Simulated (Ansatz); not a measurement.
**Geometry relaxation of Ge₁₃Si₃ (part 2 of 2)**

Ge₁₃Si₃ (Cm, 16 atoms in the cell); DFT PBEsol, scalar-relativistic, plane waves, PAW, no spin polarisation (Ansatz 0.2.0); cutoff 420 eV, 6×6×6 k-mesh, Gaussian smearing of 0.1 eV. The structure was built on a prototype by a generator; it need not be a known phase.

Geometry of the input (Å; fractional positions):
```
0.0000  0.0000  -6.5375
-3.9601  -6.8591  0.0000
-3.9601  6.8591  0.0000
Si 0.9371  0.1667  0.8333
Si 0.9371  0.1667  0.3333
Ge 0.9371  0.6667  0.8333
Ge 0.9371  0.6667  0.3333
Ge 0.4371  0.3333  0.1667
Ge 0.4371  0.3333  0.6667
Ge 0.4371  0.8333  0.1667
Ge 0.4371  0.8333  0.6667
Ge 0.5629  0.1667  0.8333
Ge 0.5629  0.1667  0.3333
Ge 0.5629  0.6667  0.8333
Ge 0.5629  0.6667  0.3333
Ge 0.0629  0.3333  0.1667
Ge 0.0629  0.3333  0.6667
Si 0.0629  0.8333  0.1667
Ge 0.0629  0.8333  0.6667
```

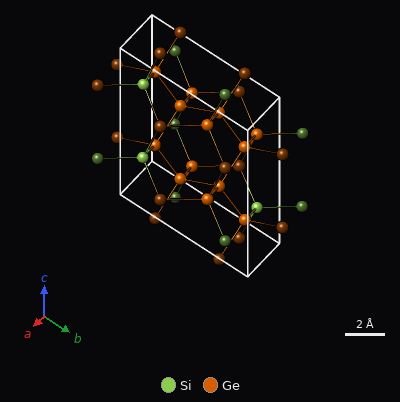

Figure 1. The geometry at step 3 of the log (ball-and-stick view of the cell of the calculation, seen slightly off an axis; neighbours outside the cell are drawn fainter).

## Output, continued
```
--- Forces (eV/Å), atoms counted from 1 ---
  atom   1  Si    -0.00012419    -0.00007170    -0.00017254
  atom   2  Si    -0.00000439    -0.00000254     0.00029186
  atom   3  Ge     0.00055250    -0.00011441     0.00098016
  atom   4  Ge     0.00017717     0.00053568     0.00098016
  atom   5  Ge    -0.00042111     0.00021670     0.00096022
  atom   6  Ge    -0.00002289    -0.00047304     0.00096022
  atom   7  Ge    -0.00029587    -0.00017082     0.00083128
  atom   8  Ge     0.00049772     0.00028736     0.00090407
  atom   9  Ge    -0.00092572    -0.00053446    -0.00092246
  atom  10  Ge    -0.00057418    -0.00033150    -0.00097105
  atom  11  Ge     0.00036524     0.00042259    -0.00103794
  atom  12  Ge     0.00054860     0.00010501    -0.00103794
  atom  13  Ge    -0.00040531     0.00010678    -0.00093387
  atom  14  Ge    -0.00011018    -0.00040440    -0.00093387
  atom  15  Si     0.00002902     0.00001676     0.00049959
  atom  16  Ge     0.00071370     0.00041205    -0.00039838
  max |Σ_I F_I| component: 4.76e-7 eV/Å
--- Stress (GPa, compression-positive) ---
       -0.005538      -0.001977      -0.000148
       -0.001977      -0.003255      -0.000085
       -0.000148      -0.000085       0.008472
  P = ⅓ Tr σ = -0.0001 GPa (-0.001 kbar)
--- Band table (eV; the first three rows and the last of 68) ---
  k-point 0: bands = ["-16.7277", "-16.7265", "-16.7253", "-16.7129", "-16.7019", "-16.6957", "-16.6922", "-16.6906", "-16.6875", "-16.6834", "-16.6812", "-16.6631", "-16.6518", "-16.6390", "-16.6339", "-16.6302", "-16.6259", "-16.6214", "-16.6213", "-16.6102", "-16.6011", "-16.5951", "-16.5949", "-16.5840", "-16.5793", "-16.5709", "-16.5673", "-16.5624", "-16.5518", "-16.5479", "-16.5451", "-16.5417", "-16.5395", "-16.5384", "-16.5348", "-16.5263", "-16.5249", "-16.5197", "-16.5099", "-16.5002", "-16.4923", "-16.4852", "-16.4762", "-16.4736", "-16.4694", "-16.4680", "-16.4674", "-16.4659", "-16.4478", "-16.4413", "-16.4411", "-16.4247", "-16.4231", "-16.4141", "-16.4141", "-16.4111", "-16.3931", "-16.3905", "-16.3821", "-16.3812", "-16.3768", "-16.3721", "-16.3629", "-16.3587", "-16.3554", "-4.6299", "-2.6976", "-2.6454", "-2.5233", "-2.4487", "-1.0876", "-0.9843", "-0.8097", "-0.4863", "-0.3825", "-0.1690", "0.5662", "1.3232", "1.4863", "1.7409", "3.4314", "3.4657", "3.4887", "4.9744", "5.0030", "5.0513", "5.2200", "5.2282", "5.2318", "6.5666", "6.5735", "6.6701", "6.6768", "6.7352", "7.9110", "8.1320", "8.2169", "8.2283", "8.3784", "8.5231", "8.6991", "8.7675", "9.7145", "9.8642", "10.1458", "10.2886", "10.3094", "10.8207", "11.4289", "11.4829", "11.5079", "11.5966", "11.6407", "11.8438", "12.3215", "12.4207", "12.4644"]
  k-point 1: bands = ["-16.7283", "-16.7268", "-16.7251", "-16.7133", "-16.7040", "-16.6995", "-16.6957", "-16.6927", "-16.6879", "-16.6837", "-16.6781", "-16.6625", "-16.6518", "-16.6392", "-16.6347", "-16.6300", "-16.6224", "-16.6203", "-16.6165", "-16.6062", "-16.6010", "-16.5942", "-16.5910", "-16.5823", "-16.5773", "-16.5705", "-16.5663", "-16.5616", "-16.5516", "-16.5481", "-16.5464", "-16.5415", "-16.5393", "-16.5370", "-16.5344", "-16.5277", "-16.5224", "-16.5200", "-16.5109", "-16.5022", "-16.4939", "-16.4862", "-16.4776", "-16.4733", "-16.4710", "-16.4682", "-16.4662", "-16.4644", "-16.4529", "-16.4484", "-16.4446", "-16.4275", "-16.4213", "-16.4190", "-16.4167", "-16.4117", "-16.3931", "-16.3887", "-16.3801", "-16.3784", "-16.3758", "-16.3709", "-16.3617", "-16.3554", "-16.3534", "-4.5533", "-2.9388", "-2.6749", "-2.5883", "-2.4181", "-0.9482", "-0.8789", "-0.7158", "-0.5707", "-0.4082", "-0.2812", "0.5796", "1.5496", "1.6508", "2.0839", "3.3504", "3.4490", "3.4637", "4.6845", "4.6874", "5.0877", "5.2831", "5.2997", "5.4906", "5.7827", "6.2787", "6.2948", "6.4399", "6.7511", "7.0669", "7.7766", "8.0682", "8.5559", "8.8810", "9.0711", "9.1683", "9.4934", "9.9114", "10.2939", "10.4111", "10.4808", "10.6219", "10.7319", "10.7783", "11.1299", "11.5697", "11.6608", "12.0427", "12.3479", "12.4034", "12.4255", "12.4352"]
  k-point 2: bands = ["-16.7296", "-16.7272", "-16.7251", "-16.7148", "-16.7080", "-16.7057", "-16.6997", "-16.6936", "-16.6895", "-16.6858", "-16.6731", "-16.6619", "-16.6543", "-16.6396", "-16.6351", "-16.6298", "-16.6180", "-16.6130", "-16.6108", "-16.6034", "-16.5982", "-16.5902", "-16.5846", "-16.5785", "-16.5704", "-16.5691", "-16.5621", "-16.5603", "-16.5531", "-16.5506", "-16.5464", "-16.5421", "-16.5388", "-16.5372", "-16.5301", "-16.5244", "-16.5208", "-16.5174", "-16.5127", "-16.5070", "-16.4967", "-16.4917", "-16.4840", "-16.4791", "-16.4752", "-16.4702", "-16.4658", "-16.4621", "-16.4587", "-16.4544", "-16.4492", "-16.4310", "-16.4287", "-16.4231", "-16.4190", "-16.4109", "-16.3932", "-16.3867", "-16.3786", "-16.3739", "-16.3720", "-16.3682", "-16.3626", "-16.3497", "-16.3481", "-4.3261", "-3.4646", "-2.7319", "-2.6634", "-2.1946", "-1.3107", "-0.7687", "-0.6432", "-0.4881", "-0.4339", "0.0906", "0.5985", "1.8143", "1.9420", "3.0436", "3.3118", "3.4697", "3.4779", "4.1109", "4.1172", "4.6096", "5.2962", "5.4278", "5.4589", "5.6412", "5.6773", "5.6958", "6.0579", "6.0828", "6.9565", "7.3659", "7.6978", "8.7744", "9.2158", "9.9108", "9.9757", "10.0519", "10.0884", "10.4656", "10.5566", "11.0206", "11.0618", "11.3079", "11.4224", "11.4913", "11.6056", "11.6691", "11.7621", "12.6358", "12.6581", "12.7971", "12.8296"]
  k-point 67: bands = ["-16.7194", "-16.7157", "-16.7120", "-16.7115", "-16.7074", "-16.7044", "-16.6948", "-16.6942", "-16.6898", "-16.6866", "-16.6811", "-16.6764", "-16.6583", "-16.6565", "-16.6460", "-16.6319", "-16.6169", "-16.6095", "-16.6082", "-16.6046", "-16.5995", "-16.5950", "-16.5877", "-16.5836", "-16.5757", "-16.5747", "-16.5672", "-16.5582", "-16.5563", "-16.5532", "-16.5461", "-16.5434", "-16.5365", "-16.5261", "-16.5245", "-16.5207", "-16.5200", "-16.5057", "-16.5006", "-16.4981", "-16.4946", "-16.4910", "-16.4872", "-16.4788", "-16.4737", "-16.4641", "-16.4613", "-16.4590", "-16.4490", "-16.4476", "-16.4452", "-16.4415", "-16.4285", "-16.4224", "-16.4200", "-16.4191", "-16.4002", "-16.3984", "-16.3850", "-16.3795", "-16.3709", "-16.3689", "-16.3665", "-16.3506", "-16.3438", "-3.3245", "-3.3095", "-3.1961", "-3.0054", "-2.1560", "-2.1470", "-2.1149", "-1.7210", "0.5202", "0.6468", "0.6779", "1.1303", "2.3128", "2.4165", "2.4387", "2.8542", "4.2101", "4.2362", "4.3230", "4.3727", "5.1429", "5.2087", "5.2742", "5.2943", "5.6946", "5.8020", "5.8633", "5.8903", "6.1088", "6.2799", "6.3905", "6.4160", "9.2492", "9.3873", "9.4928", "9.5161", "9.5600", "9.6499", "9.7705", "9.8321", "11.4217", "11.5344", "11.6495", "11.8462", "12.1936", "12.2063", "12.3514", "12.4718", "12.5160", "12.6917", "12.7418", "12.8179"]
--- Relaxed structure (4 steps of the walk, 4 accepted, 1 SCFs on fresh bases) ---
  F+E_penalty+E_count = -57159.58697692 eV   max|allowed force component| = 1.038e-3 eV/Å   (the final SCF, on the basis selected at the relaxed cell)
  cell:  # Å, volume = 354.9933 Å³
    - [-0.0002519759942834329, -0.00014547840812886373, -6.536573531820006]
    - [-3.9585632010996195, -6.858045080102989, -0.00030526988336715313]
    - [-3.9599596591182635, 6.858851325515965, 5.421010862427522e-20]
  atoms:
    - { symbol: Si, position: [0.9385548085090017, 0.16693876395749985, 0.83346938197875] }
    - { symbol: Si, position: [0.9389369237517383, 0.16240490611557176, 0.33120245305778584] }
    - { symbol: Ge, position: [0.9380437220945996, 0.6687350967234004, 0.8378688083361696] }
    - { symbol: Ge, position: [0.9380437220945996, 0.6687350967234004, 0.3308662883872306] }
    - { symbol: Ge, position: [0.437909286631297, 0.33195507676210473, 0.16620309144768727] }
    - { symbol: Ge, position: [0.437909286631297, 0.3319550767621048, 0.6657519853144175] }
    - { symbol: Ge, position: [0.4296387566504593, 0.8350067871810443, 0.16750339359052213] }
    - { symbol: Ge, position: [0.43748745660632815, 0.8345986472026504, 0.6672993236013254] }
    - { symbol: Ge, position: [0.5696066476225918, 0.16702307822251003, 0.833511539111255] }
    - { symbol: Ge, position: [0.5691076389072355, 0.16540508096447515, 0.3327025404822375] }
    - { symbol: Ge, position: [0.5612128021755199, 0.6671680081780287, 0.8347419387195136] }
    - { symbol: Ge, position: [0.5612128021755199, 0.6671680081780286, 0.332426069458515] }
    - { symbol: Ge, position: [0.06057959208265201, 0.32865597200755675, 0.16447393226248427] }
    - { symbol: Ge, position: [0.06057959208265201, 0.3286559720075567, 0.6641820397450725] }
    - { symbol: Si, position: [0.06014641674812777, 0.8378238799622384, 0.16891193998111914] }
    - { symbol: Ge, position: [0.06103054523637973, 0.8377705490518289, 0.6688852745259145] }
```

## Trajectory as extended XYZ (Å, eV, eV/Å), 5 frames, from step=1 to step=5
```
16
Lattice="0.0000 0.0000 -6.5375 -3.9601 -6.8591 0.0000 -3.9601 6.8591 0.0000" Properties=species:S:1:pos:R:3:forces:R:3 step=1 energy=-57159.50863 pressure_GPa=0.01
Si   -3.9601    4.5728   -6.1263    0.0076   0.0044  -0.0196
Si   -1.9801    1.1432   -6.1263    0.3237   0.1869  -0.1409
Ge   -5.9402    1.1432   -6.1263   -0.3533   0.1939  -0.1146
Ge   -3.9601   -2.2864   -6.1263   -0.0087  -0.4029  -0.1146
Ge   -1.9801   -1.1432   -2.8576   -0.0008   0.0015   0.0022
Ge   -3.9601    2.2864   -2.8576    0.0009  -0.0014   0.0022
Ge   -3.9601   -4.5728   -2.8576   -0.0012  -0.0007   0.4040
Ge   -5.9402   -1.1432   -2.8576    0.0010   0.0006   0.0017
Ge   -3.9601    4.5728   -3.6800   -0.0019  -0.0011  -0.4058
Ge   -1.9801    1.1432   -3.6800   -0.0008  -0.0005  -0.4036
Ge   -5.9402    1.1432   -3.6800    0.0009   0.0012  -0.0009
Ge   -3.9601   -2.2864   -3.6800    0.0015   0.0002  -0.0009
Ge   -1.9801   -1.1432   -0.4112    0.3568   0.1927   0.2586
Ge   -3.9601    2.2864   -0.4112    0.3453   0.2126   0.2586
Si   -3.9601   -4.5728   -0.4112   -0.3154  -0.1821   0.1493
Ge   -5.9402   -1.1432   -0.4112   -0.3556  -0.2053   0.1243
16
Lattice="0.0004 0.0002 -6.5370 -3.9602 -6.8596 0.0005 -3.9605 6.8599 0.0000" Properties=species:S:1:pos:R:3:forces:R:3 step=2 energy=-57159.58454 pressure_GPa=-0.05
Si   -3.9636    4.5715   -6.1336    0.0304   0.0175   0.0346
Si   -1.9572    1.1566   -6.1414    0.0444   0.0256   0.0756
Ge   -5.9640    1.1615   -6.1382   -0.0389  -0.0129   0.0357
Ge   -3.9564   -2.3158   -6.1382   -0.0307  -0.0272   0.0357
Ge   -1.9735   -1.1370   -2.8545   -0.0090  -0.0063  -0.0566
Ge   -3.9517    2.2893   -2.8545   -0.0099  -0.0047  -0.0566
Ge   -3.9686   -4.5779   -2.8145    0.0002   0.0001   0.0146
Ge   -5.9468   -1.1467   -2.8559    0.0090   0.0052  -0.0604
Ge   -3.9626    4.5720   -3.7185   -0.0004  -0.0002   0.0023
Ge   -1.9739    1.1470   -3.7195   -0.0006  -0.0003   0.0003
Ge   -5.9467    1.1497   -3.6778    0.0092  -0.0057   0.0761
Ge   -3.9579   -2.2949   -3.6778   -0.0003   0.0109   0.0761
Ge   -1.9557   -1.1257   -0.3887    0.0392  -0.0109  -0.0564
Ge   -3.9330    2.2991   -0.3887    0.0101   0.0394  -0.0564
Si   -3.9863   -4.5881   -0.3941   -0.0146  -0.0085  -0.0515
Ge   -5.9649   -1.1572   -0.3968   -0.0380  -0.0220  -0.0131
16
Lattice="-0.0003 -0.0002 -6.5383 -3.9578 -6.8574 -0.0004 -3.9598 6.8586 0.0000" Properties=species:S:1:pos:R:3:forces:R:3 step=3 energy=-57159.58695 pressure_GPa=-0.01
Si   -3.9617    4.5713   -6.1361    0.0046   0.0026  -0.0103
Si   -1.9547    1.1577   -6.1386    0.0019   0.0011  -0.0024
Ge   -5.9650    1.1610   -6.1326    0.0025  -0.0047  -0.0071
Ge   -3.9570   -2.3170   -6.1326   -0.0028   0.0045  -0.0071
Ge   -1.9715   -1.1365   -2.8637   -0.0068   0.0009   0.0053
Ge   -3.9499    2.2902   -2.8637   -0.0026  -0.0063   0.0053
Ge   -3.9682   -4.5773   -2.8090    0.0002   0.0001   0.0030
Ge   -5.9461   -1.1468   -2.8610    0.0060   0.0035   0.0047
Ge   -3.9615    4.5714   -3.7249   -0.0043  -0.0025   0.0001
Ge   -1.9718    1.1478   -3.7211   -0.0054  -0.0031  -0.0011
Ge   -5.9466    1.1500   -3.6693    0.0071   0.0013  -0.0023
Ge   -3.9573   -2.2956   -3.6693    0.0046   0.0055  -0.0023
Ge   -1.9520   -1.1252   -0.3966   -0.0017  -0.0065   0.0001
Ge   -3.9303    2.3014   -0.3966   -0.0065   0.0018   0.0001
Si   -3.9851   -4.5870   -0.3938    0.0028   0.0016   0.0045
Ge   -5.9644   -1.1574   -0.4001    0.0005   0.0003   0.0093
16
Lattice="-0.0003 -0.0001 -6.5366 -3.9586 -6.8580 -0.0003 -3.9600 6.8589 0.0000" Properties=species:S:1:pos:R:3:forces:R:3 step=4 energy=-57159.58700 pressure_GPa=-0.00
Si   -3.9616    4.5716   -6.1350   -0.0001  -0.0001  -0.0002
Si   -1.9547    1.1578   -6.1375    0.0000   0.0000   0.0003
Ge   -5.9654    1.1605   -6.1318    0.0006  -0.0001   0.0010
Ge   -3.9577   -2.3170   -6.1318    0.0002   0.0005   0.0010
Ge   -1.9723   -1.1367   -2.8625   -0.0004   0.0002   0.0010
Ge   -3.9505    2.2897   -2.8625    0.0000  -0.0005   0.0010
Ge   -3.9688   -4.5777   -2.8086   -0.0003  -0.0002   0.0008
Ge   -5.9464   -1.1469   -2.8599    0.0005   0.0003   0.0009
Ge   -3.9620    4.5714   -3.7233   -0.0009  -0.0005  -0.0009
Ge   -1.9724    1.1475   -3.7201   -0.0006  -0.0003  -0.0010
Ge   -5.9467    1.1498   -3.6686    0.0004   0.0004  -0.0010
Ge   -3.9576   -2.2955   -3.6686    0.0005   0.0001  -0.0010
Ge   -1.9523   -1.1258   -0.3961   -0.0004   0.0001  -0.0009
Ge   -3.9312    2.3016   -0.3961   -0.0001  -0.0004  -0.0009
Si   -3.9855   -4.5873   -0.3934    0.0000   0.0000   0.0005
Ge   -5.9651   -1.1577   -0.3992    0.0007   0.0004  -0.0004
16
Lattice="-0.0003 -0.0001 -6.5366 -3.9586 -6.8580 -0.0003 -3.9600 6.8589 0.0000" Properties=species:S:1:pos:R:3:forces:R:3 step=5 energy=-57159.58698 pressure_GPa=-0.00
Si   -3.9616    4.5716   -6.1350   -0.0001  -0.0001  -0.0002
Si   -1.9547    1.1578   -6.1375    0.0000   0.0000   0.0003
Ge   -5.9654    1.1605   -6.1318    0.0006  -0.0001   0.0010
Ge   -3.9577   -2.3170   -6.1318    0.0002   0.0005   0.0010
Ge   -1.9723   -1.1367   -2.8625   -0.0004   0.0002   0.0010
Ge   -3.9505    2.2897   -2.8625    0.0000  -0.0005   0.0010
Ge   -3.9688   -4.5777   -2.8086   -0.0003  -0.0002   0.0008
Ge   -5.9464   -1.1469   -2.8599    0.0005   0.0003   0.0009
Ge   -3.9620    4.5714   -3.7233   -0.0009  -0.0005  -0.0009
Ge   -1.9724    1.1475   -3.7201   -0.0006  -0.0003  -0.0010
Ge   -5.9467    1.1498   -3.6686    0.0004   0.0004  -0.0010
Ge   -3.9576   -2.2955   -3.6686    0.0005   0.0001  -0.0010
Ge   -1.9523   -1.1258   -0.3961   -0.0004   0.0001  -0.0009
Ge   -3.9312    2.3016   -0.3961   -0.0001  -0.0004  -0.0009
Si   -3.9855   -4.5873   -0.3934    0.0000   0.0000   0.0005
Ge   -5.9651   -1.1577   -0.3992    0.0007   0.0004  -0.0004
```
